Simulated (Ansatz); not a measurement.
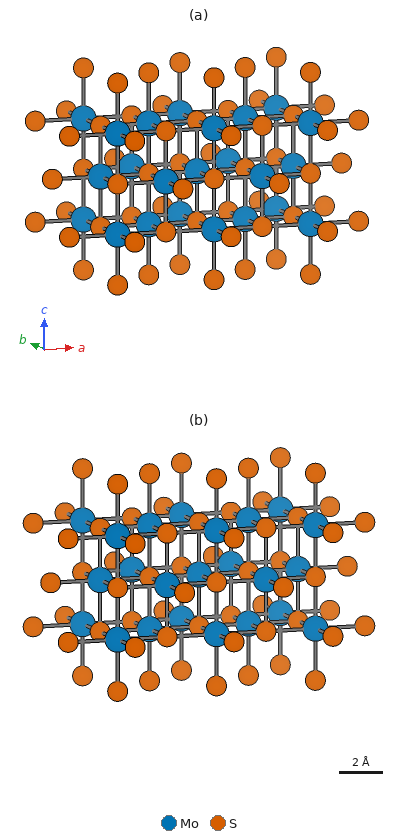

The structure of crystalline MoS (built on the rock salt type) (coarse preliminary run) before (top) and after (bottom) a relaxation, at one scale.

Style: ball-and-stick. Shown: the conventional cell (4 times the calculation's cell), repeated 2 × 1 × 1 with one cell outlined, slightly off an axis. Lengths and directions refer to the drawn axes.

Level of theory: DFT PBE, scalar-relativistic, plane waves, PAW in Ansatz 0.2.0. (plane-wave cutoff 420 eV; k-point mesh 8 × 8 × 8; occupations gaussian; smearing width 0.1 eV; collinear spin; cell and atoms relaxed; force threshold 0.05 eV/Å; at most 80 steps)

Question: Describe what moved and what it gained.

Answer: The atoms keep their places relative to the cell (all moves are under 0.005 Å). The volume changes by +7.9 %, with a = b = c 4.830 → 4.954 Å (+2.6 %). Some distances before and after: Mo–S 2.415 → 2.477 Å. The space group stays Fm-3m (No. 225). The energy falls by 0.105 eV per cell of the calculation in 1 accepted move (2 points after the start). All forces vanish by symmetry, so only the cell relaxes. Pressure: 15.97 GPa at the start and 0.27 GPa at the end. At 1 point the geometry stayed and the basis and grid were re-selected for the new cell (energy shift of 0.4 meV per cell of the calculation at most each time). The run took 11 s on 1 thread of Intel(R) Xeon(R) Platinum 8259CL CPU @ 2.50GHz (Skylake/Cascade Lake), on a shared host, peak memory 0.38 GiB.
